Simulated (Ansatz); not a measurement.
AlRu: geometry relaxation

The run: geometry relaxation of AlRu (2 atoms in the cell). Method and program: DFT, PBEsol, plane waves, PAW, no spin polarisation (Ansatz 0.2.0).

The structure derives from a Materials Project entry. Figures and captions count atoms from 1; the log counts them from 0 in places.

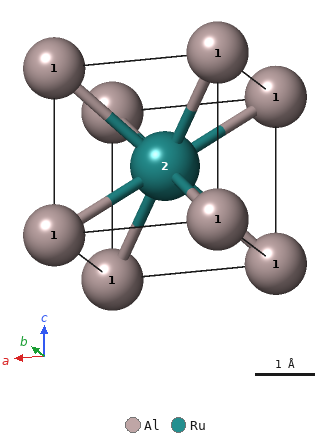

**Figure 1.** The starting structure (ball-and-stick view of the cell of the calculation, seen at an oblique angle; atoms are numbered from 1 in the order of the input). An atom can appear more than once, as a periodic image. Near neighbours in the periodic cell (some may lie outside the picture): Al has 8 Ru at 2.58 Å; Ru has 8 Al at 2.58 Å.

### Results in brief

| quantity | value |
| --- | --- |
| outcome | converged |
| space group (tolerance 0.01 Å) | Pm-3m (221) |
| electrons treated | 19 |
| free energy | −6342.3052 eV |
| Fermi energy | 16.290 eV |
| gap on the k-point mesh | none (metallic) |
| pressure | 0.00 GPa |
| final volume | 26.37 Å³ |
| largest force (length of the vector) at the end | under 0.001 eV/Å |
| final cell | a = 2.976 Å, b = 2.976 Å, c = 2.976 Å, α = 90.00°, β = 90.00°, γ = 90.00° |
| hardware | 4 threads of Intel Xeon (Granite Rapids), 32 GiB of memory available, shared host |
| wall time | 1.8 s (CPU time 5.7 s) |
| peak memory | 0.39 GiB |

### Remarks

Settings chosen away from the usual ones: scf.mixing.algorithm set to msr1; scf.mixing.beta set to 0.9; scf.mixing.ndim set to 16; basis.ecutrho_ratio set to 6.

### The input
```yaml
crystal:
  lattice:
    - [2.98249544, 0.0, 0.0]
    - [0.0, 2.98249544, 0.0]
    - [0.0, 0.0, 2.98249544]
  atoms:
    - { symbol: Al, position: [0.0, 0.0, 0.0] }
    - { symbol: Ru, position: [0.5, 0.5, 0.5] }
basis:
  ecutwfc: 420
  ecutrho_ratio: 6
kpoints:
  mp_grid: { grid: [14, 14, 14] }
hamiltonian:
  xc: pbesol
scf:
  occupations: { method: gaussian, width: 0.1 }
  mixing: { algorithm: msr1, beta: 0.9, ndim: 16 }
output:
  forces: true
  eigenvalues: true
  stress: true
relax:
  adjacent_minimum: "off"
  f_tol: 0.005
  max_steps: 80
  cell: { stress_tol: 0.05 }
```

Command:
```bash
ansatz run input.yaml --threads 4 --pin off --max-ram 10240MiB --backend cpu --events-out ev --progress --plain --runs-dir out
```

### The program's output
```
Engine: ansatz 0.2.0, x86_64-unknown-linux-gnu
Pseudopotentials: kind: paw
Pseudopotential: Al, paw, valence charge 3, recommended cutoff 420 eV (normal), Al.paw.azcp
Pseudopotential: Ru, paw, valence charge 16, recommended cutoff 420 eV (normal), Ru.paw.azcp
Functional definition: PBEsol
  exchange = pbesol_x
  correlation = pbesol_c
Crystal: 2 atoms, lattice volume = 26.530 Å³
Basis set: ecut = 420 eV, 485 PW (Γ), exchange–correlation on 50×50×50 points (8 copies of the dense FFT grid, shifted against one another)
Bands: 14, of which v1, the nominal top of the filled ones, is band 10 counted from 1 (9 counted from 0)
Symmetry: 48 space group operations
Space group: Pm-3m (ITA 221), of the structure as read, at distance tolerance 3.0e-5 Å
k-points: 120 of 2744
Non-local potential: Al, projectors of the file, l = 0: 2, l = 1: 2, l = 2: 1
Non-local potential: Ru, projectors of the file, l = 0: 3, l = 1: 2, l = 2: 2, l = 3: 1
PAW form: soft (Blöchl's): semilocal exchange-correlation on the pseudo side does not see the compensation charge
PAW frozen core: Al, regenerated for the run's functional, and the local potential with it (the file was generated under x = pbe(κ = 0.804, μ = 0.2195149727645171), c = pbe(β = 0.06672455060314922))
PAW frozen core: Ru, regenerated for the run's functional, and the local potential with it (the file was generated under x = pbe(κ = 0.804, μ = 0.2195149727645171), c = pbe(β = 0.06672455060314922))
PAW one-centre angular grid: Al, 110 points (default); XC on 64 Gauss nodes
PAW one-centre angular grid: Ru, 590 points (default); XC on 64 Gauss nodes
Initial density: superposition of atomic densities (neutral atoms: chi_scale 0, normalization atom), corrected by the library's trained network
Initial wavefunctions: pseudopotential atomic-orbital guess
Functional: x = pbesol(κ = 0.804, μ = 0.12345679012345678), c = pbesol(β = 0.046)
SCF iter   1: F=—  HF=-6342.310034 eV  |F-HF|=—  |Δ(HF+E_count)|=         —  Δρ=9.19e-3  dr2=2.44e-2  ethr=1.77e-3  ⟨swp⟩=5.0  Hψ=8930  notcnv=0
preconditioner: auto → none  [metal: Δε(μ)=0.023 eV  Ē_g=8.946 eV  σ=0.100 eV  W_gap=0.13  n_scr=6 (ndim 16)  ℏωp=23.9 eV  f_vac=0.000  D(μ)=1.82/eV (n_scr^D=18)  sad-step TF]
SCF iter   2: F=—  HF=-6342.306730 eV  |F-HF|=—  |Δ(HF+E_count)|=   3.30e-3  Δρ=6.17e-3  dr2=1.20e-2  ethr=1.29e-4  ⟨swp⟩=2.2  Hψ=4194  notcnv=0  defer=21
SCF iter   3: F=—  HF=-6342.304517 eV  |F-HF|=—  |Δ(HF+E_count)|=   2.21e-3  Δρ=4.45e-4  dr2=1.05e-5  ethr=6.33e-5  ⟨swp⟩=2.4  Hψ=2329  notcnv=0  defer=21
SCF iter   4: F=—  HF=-6342.304521 eV  |F-HF|=—  |Δ(HF+E_count)|=   4.26e-6  Δρ=6.51e-5  dr2=1.37e-6  ethr=5.51e-8  ⟨swp⟩=2.4  Hψ=2718  notcnv=0  defer=21
iter 5 did not close the SCF: its close was put off for the readings that it lacked (scf_convergence_deferred on its scf_iter line)
SCF iter   5: F=-6342.304521 eV  HF=-6342.304521 eV  |F-HF|=1.07e-8  |Δ(HF+E_count)|=   2.32e-7  Δρ=6.33e-6  dr2=1.27e-8  ethr=7.21e-9  ⟨swp⟩=2.2  Hψ=2149  notcnv=0  defer=21
SCF iter   6: F=-6342.304521 eV  HF=-6342.304521 eV  |F-HF|=7.73e-11  |Δ(HF+E_count)|=   3.65e-9  Δρ=6.89e-7  dr2=1.32e-10  ethr=6.70e-11  ⟨swp⟩=2.6  Hψ=5505  notcnv=0
SCF 1 converged in 6 iterations: F = -6342.304521 eV  dr2 = 1.32e-10
  greatest PAW one-centre occupation: 0.999 electrons in one spin orbital (limit 2), on the Ru atom at site 1 (counted from 0), in its partial waves of l = 0
relax step   1: F+E_penalty+E_count = -6342.30452075 eV  Δ(F+E_penalty+E_count) = +0.000e0 eV  max|allowed force component| = 1.054e-28 eV/Å  Δτ_max = 0.0000 Å  P = -1.351 GPa  Ω = 26.530 Å³  (6 SCF iters, dr2 threshold 1.00e-7 eV, accepted)
Crystal: 2 atoms, lattice volume = 26.327 Å³
Initial density: handed on by an earlier stage of this run
Initial wavefunctions: those handed on with the density
iter 1 solved again at ethr=1.82e-6 eV; its pass at ethr=3.10e-3 eV (dr2=3.45e-4 eV) is discarded
SCF iter   1: F=—  HF=-6342.305326 eV  |F-HF|=—  |Δ(HF+E_count)|=         —  Δρ=9.51e-4  dr2=3.31e-4  ethr=1.82e-6  ⟨swp⟩=2.0  Hψ=9568  notcnv=0
preconditioner: auto → none  [metal: Δε(μ)=0.024 eV  Ē_g=9.027 eV  σ=0.100 eV  W_gap=0.13  n_scr=6 (ndim 16)  ℏωp=24.0 eV  f_vac=0.000  D(μ)=1.85/eV (n_scr^D=18)]
SCF iter   2: F=—  HF=-6342.305744 eV  |F-HF|=—  |Δ(HF+E_count)|=   4.18e-4  Δρ=2.52e-3  dr2=2.31e-3  ethr=1.74e-6  ⟨swp⟩=2.0  Hψ=2797  notcnv=0  recentre
SCF iter   3: F=—  HF=-6342.305252 eV  |F-HF|=—  |Δ(HF+E_count)|=   4.92e-4  Δρ=2.21e-4  dr2=1.44e-5  ethr=1.74e-6  ⟨swp⟩=2.0  Hψ=2696  notcnv=0
SCF iter   4: F=—  HF=-6342.305247 eV  |F-HF|=—  |Δ(HF+E_count)|=   5.32e-6  Δρ=1.08e-5  dr2=8.50e-9  ethr=1.05e-9  ⟨swp⟩=3.4  Hψ=7472  notcnv=0
SCF iter   5: F=-6342.305247 eV  HF=-6342.305247 eV  |F-HF|=1.20e-10  |Δ(HF+E_count)|=  6.33e-10  Δρ=2.40e-6  dr2=3.39e-10  ethr=4.47e-11  ⟨swp⟩=1.8  Hψ=5038  notcnv=0
SCF 2 converged in 5 iterations: F = -6342.305247 eV  dr2 = 3.39e-10
relax step   2: F+E_penalty+E_count = -6342.30524666 eV  Δ(F+E_penalty+E_count) = -7.259e-4 eV  max|allowed force component| = 1.591e-29 eV/Å  Δτ_max = 0.0000 Å  P = +0.320 GPa  Ω = 26.327 Å³  energy of the carried Pulay correction = +6.454e-5 eV  (5 SCF iters, dr2 threshold 2.00e-7 eV, accepted)
Crystal: 2 atoms, lattice volume = 26.366 Å³
iter 1 solved again at ethr=6.32e-8 eV; its pass at ethr=3.10e-3 eV (dr2=1.20e-5 eV) is discarded
SCF iter   1: F=—  HF=-6342.305277 eV  |F-HF|=—  |Δ(HF+E_count)|=         —  Δρ=1.81e-4  dr2=1.19e-5  ethr=6.32e-8  ⟨swp⟩=2.1  Hψ=9296  notcnv=0
preconditioner: auto → none  [metal: Δε(μ)=0.019 eV  Ē_g=9.018 eV  σ=0.100 eV  W_gap=0.11  n_scr=6 (ndim 16)  ℏωp=24.0 eV  f_vac=0.000  D(μ)=1.86/eV (n_scr^D=18)]
SCF iter   2: F=—  HF=-6342.305290 eV  |F-HF|=—  |Δ(HF+E_count)|=   1.37e-5  Δρ=4.78e-4  dr2=8.31e-5  ethr=6.29e-8  ⟨swp⟩=2.0  Hψ=2791  notcnv=0
SCF iter   3: F=—  HF=-6342.305273 eV  |F-HF|=—  |Δ(HF+E_count)|=   1.78e-5  Δρ=2.60e-5  dr2=2.01e-7  ethr=6.29e-8  ⟨swp⟩=2.0  Hψ=2697  notcnv=0
SCF iter   4: F=-6342.305273 eV  HF=-6342.305273 eV  |F-HF|=3.44e-10  |Δ(HF+E_count)|=   4.74e-8  Δρ=2.10e-6  dr2=5.52e-10  ethr=1.05e-9  ⟨swp⟩=4.9  Hψ=6791  notcnv=0
SCF 3 converged in 4 iterations: F = -6342.305273 eV  dr2 = 5.52e-10
relax step   3: F+E_penalty+E_count = -6342.30527256 eV  Δ(F+E_penalty+E_count) = -2.590e-5 eV  max|allowed force component| = 2.183e-29 eV/Å  Δτ_max = 0.0000 Å  P = -0.003 GPa  Ω = 26.366 Å³  energy of the carried Pulay correction = +5.221e-5 eV  (4 SCF iters, dr2 threshold 2.00e-7 eV, accepted)
Initial wavefunctions: pseudopotential atomic-orbital guess (no wavefunctions were taken with the density)
iter 1 solved again at ethr=9.00e-9 eV; its pass at ethr=3.10e-3 eV (dr2=1.71e-6 eV) is discarded
SCF iter   1: F=—  HF=-6342.305222 eV  |F-HF|=—  |Δ(HF+E_count)|=         —  Δρ=1.03e-5  dr2=3.81e-9  ethr=9.00e-9  ⟨swp⟩=3.0  Hψ=13410  notcnv=0
preconditioner: auto → none  [metal: Δε(μ)=0.020 eV  Ē_g=9.017 eV  σ=0.100 eV  W_gap=0.11  n_scr=6 (ndim 16)  ℏωp=24.0 eV  f_vac=0.000  D(μ)=1.86/eV (n_scr^D=18)]
SCF iter   2: F=—  HF=-6342.305221 eV  |F-HF|=—  |Δ(HF+E_count)|=   1.32e-6  Δρ=2.54e-6  dr2=1.83e-9  ethr=2.01e-11  ⟨swp⟩=2.0  Hψ=2806  notcnv=0
SCF iter   3: F=—  HF=-6342.305221 eV  |F-HF|=—  |Δ(HF+E_count)|=  8.05e-10  Δρ=3.83e-6  dr2=5.30e-9  ethr=9.62e-12  ⟨swp⟩=2.0  Hψ=2718  notcnv=0  recentre
SCF iter   4: F=-6342.305221 eV  HF=-6342.305221 eV  |F-HF|=0.00e0  |Δ(HF+E_count)|=   1.14e-9  Δρ=2.21e-7  dr2=5.24e-12  ethr=1.00e-12  ⟨swp⟩=4.2  Hψ=8278  notcnv=0
SCF 4 converged in 4 iterations: F = -6342.305221 eV  dr2 = 5.24e-12
relax step   4: F+E_penalty+E_count = -6342.30522077 eV  Δ(F+E_penalty+E_count) = +5.179e-5 eV  max|allowed force component| = 1.696e-29 eV/Å  Δτ_max = 0.0000 Å  P = -0.004 GPa  Ω = 26.366 Å³  stress off target by 4.28e-3 GPa  SCF on the basis re-selected at this cell (its energy is not comparable with the rows above)  (4 SCF iters)
```

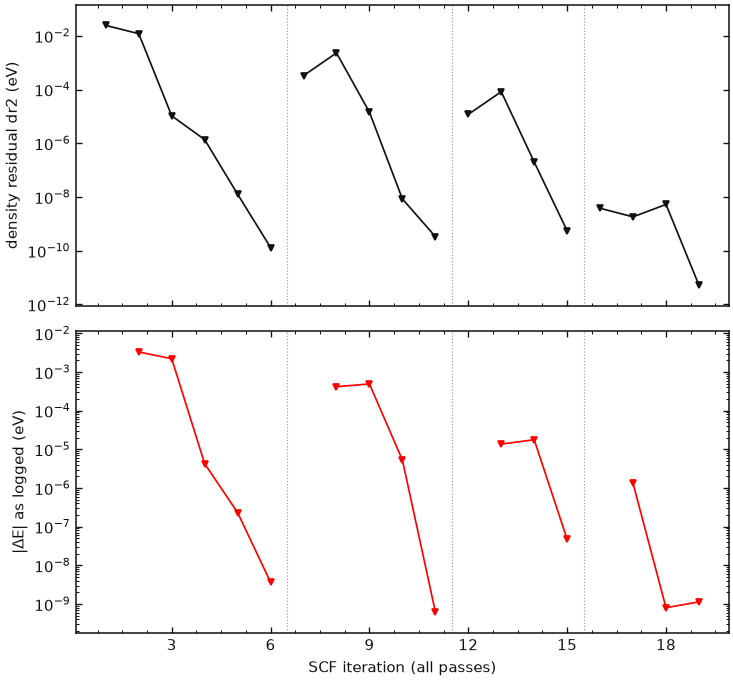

**Figure 2.** Convergence of the self-consistent field: density residual dr2 and size of the energy change against the SCF iteration. The dotted lines part the SCF passes of the relaxation: geometry steps, rejected trials and re-solves on a re-selected basis. The passes take 6, 5, 4 and 4 iterations.

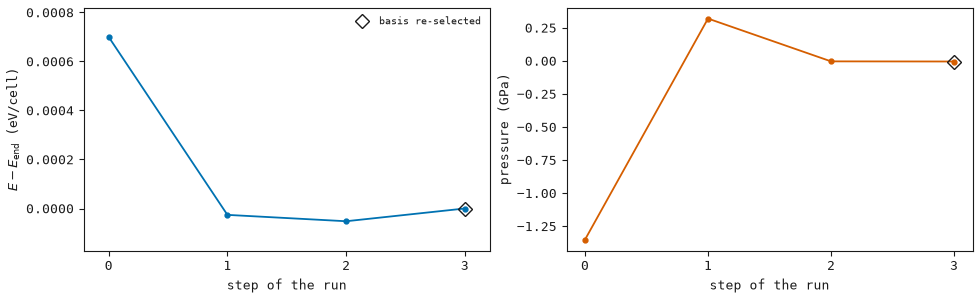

**Figure 3.** Progress of the relaxation, step by step (the first geometry is step 0 here and step 1 in the log). The energy falls by 0.8 meV per cell of the calculation in 2 geometry steps. All forces vanish by symmetry, so only the cell relaxes. The pressure goes from −1.35 to 0.00 GPa. The atoms keep their places relative to the cell (all moves are under 0.005 Å). A last SCF at the same geometry on a re-selected plane-wave basis shifts the energy by +0.1 meV per cell of the calculation.

```
basis re-selected at this cell: Δ(F+E_penalty+E_count) = +5.179e-5 eV, ΔP = -0.001 GPa vs the last step (what re-selecting the basis moved, of the pressure what is left beyond the Pulay correction that the steps carried, after the strain that the cell walked since its last selection, with what the two solves' SCF thresholds leave and, on support functions, any second-order correction that the steps lacked; it is no measure of the basis error at this ecutwfc). This SCF's stress stands 4.28e-3 GPa from its target on what of the cell is left free (relax.cell.stress_tol is 5.00e-2 GPa) and its largest allowed force component is 1.70e-29 eV/Å (relax.f_tol is 5.00e-3 eV/Å): within both
SCF converged after 4 iterations
Free energy (F): -6342.305221 eV
Harris-Foulkes:  -6342.305221 eV  (|F-HF|=0.00e0)
Internal energy: -6342.295932 eV  (E = F + TS)
E sigma→0 (E₀):  -6342.300576 eV
Entropy (-TS):   -0.009289 eV (-4.644 meV/atom)
Fermi energy:    16.289865 eV
--- Per-component energies (eV) ---
  E_band       = -116.610209
  E_kinetic    = 543.852670
  E_local      = -1784.350745  (includes V_loc(G=0)·N_el)
  E_nonlocal   = 356.646490
  E_hartree    = 632.797620
  E_xc         = -231.025670
  E_vxc        = -270.633110  (∫ρ·V_xc dr)
  E_paw        = -3855.420246  (= ΣΔE_a)
  E_vpaw       = -227.720924  (= ΣTr[D̂ρ^β])
  E_aug_tail   = 0.000073  (compensation charges beyond the density's cutoff)
  E_ewald      = -2005.068558
  E_core_change = 0.272435  (= ΣΔE_core)
  E_smearing   = -0.009289  (= −TS)
  E_closure    = -0.000000  (closes the sum)
  Σ components = -6342.305221   (vs F -6342.305221, Δ=0.00e0)
--- Forces (eV/Å), atoms counted from 1 ---
  atom   1  Al     0.00000000     0.00000000     0.00000000
  atom   2  Ru    -0.00000000     0.00000000    -0.00000000
  max |Σ_I F_I| component: 3.34e-29 eV/Å
--- Stress (GPa, compression-positive) ---
       -0.004283       0.000000       0.000000
       -0.000000      -0.004283      -0.000000
        0.000000      -0.000000      -0.004283
  P = ⅓ Tr σ = -0.0043 GPa (-0.043 kbar)
--- Band table (eV; the first three rows and the last of 120) ---
  k-point 0: bands = ["-55.4357", "-25.4057", "-25.4057", "-25.4057", "6.5299", "12.6177", "12.6177", "16.4866", "16.4866", "16.4866", "22.4311", "22.4311", "22.4311", "27.3375"]
  k-point 1: bands = ["-55.4349", "-25.4169", "-25.4047", "-25.4047", "6.6292", "12.6529", "12.6542", "16.3597", "16.3597", "16.4991", "21.9476", "22.6318", "22.6318", "27.1059"]
  k-point 2: bands = ["-55.4325", "-25.4482", "-25.4021", "-25.4021", "6.9224", "12.7356", "12.7540", "16.0366", "16.0366", "16.5344", "20.9217", "23.1767", "23.1767", "26.5048"]
  k-point 119: bands = ["-55.3858", "-25.5764", "-25.5764", "-25.5764", "11.5755", "11.5755", "11.5755", "17.9570", "17.9570", "18.9819", "20.4276", "20.4276", "20.4276", "25.0049"]
--- Relaxed structure (3 steps of the walk, 3 accepted, 1 SCFs on fresh bases) ---
  F+E_penalty+E_count = -6342.30522077 eV   max|allowed force component| = 1.696e-29 eV/Å   (the final SCF, on the basis selected at the relaxed cell)
  cell:  # Å, volume = 26.3655 Å³
    - [2.976314591447161, 6.740754805355326e-34, -1.2839532962581572e-34]
    - [6.740754805355326e-34, 2.976314591447161, 8.024708101613482e-36]
    - [-1.2839532962581572e-34, 8.024708101613482e-36, 2.976314591447161]
  atoms:
    - { symbol: Al, position: [-8.609926298889525e-35, -5.381203936801212e-36, 5.3812039368036594e-36] }
    - { symbol: Ru, position: [0.49999999999999994, 0.49999999999999994, 0.49999999999999994] }
```

### Trajectory as extended XYZ (Å, eV, eV/Å), 4 frames, from step=1 to step=4
```
2
Lattice="2.9825 0.0000 0.0000 0.0000 2.9825 0.0000 0.0000 0.0000 2.9825" Properties=species:S:1:pos:R:3:forces:R:3 step=1 energy=-6342.30452 pressure_GPa=-1.35
Al    0.0000    0.0000    0.0000    0.0000   0.0000   0.0000
Ru    1.4912    1.4912    1.4912    0.0000   0.0000   0.0000
2
Lattice="2.9749 0.0000 0.0000 0.0000 2.9749 0.0000 0.0000 0.0000 2.9749" Properties=species:S:1:pos:R:3:forces:R:3 step=2 energy=-6342.30525 pressure_GPa=0.32
Al    0.0000    0.0000    0.0000    0.0000   0.0000   0.0000
Ru    1.4874    1.4874    1.4874    0.0000   0.0000   0.0000
2
Lattice="2.9763 0.0000 0.0000 0.0000 2.9763 0.0000 0.0000 0.0000 2.9763" Properties=species:S:1:pos:R:3:forces:R:3 step=3 energy=-6342.30527 pressure_GPa=-0.00
Al    0.0000    0.0000    0.0000    0.0000   0.0000   0.0000
Ru    1.4882    1.4882    1.4882    0.0000   0.0000   0.0000
2
Lattice="2.9763 0.0000 0.0000 0.0000 2.9763 0.0000 0.0000 0.0000 2.9763" Properties=species:S:1:pos:R:3:forces:R:3 step=4 energy=-6342.30522 pressure_GPa=-0.00
Al    0.0000    0.0000    0.0000    0.0000   0.0000   0.0000
Ru    1.4882    1.4882    1.4882    0.0000   0.0000   0.0000
```
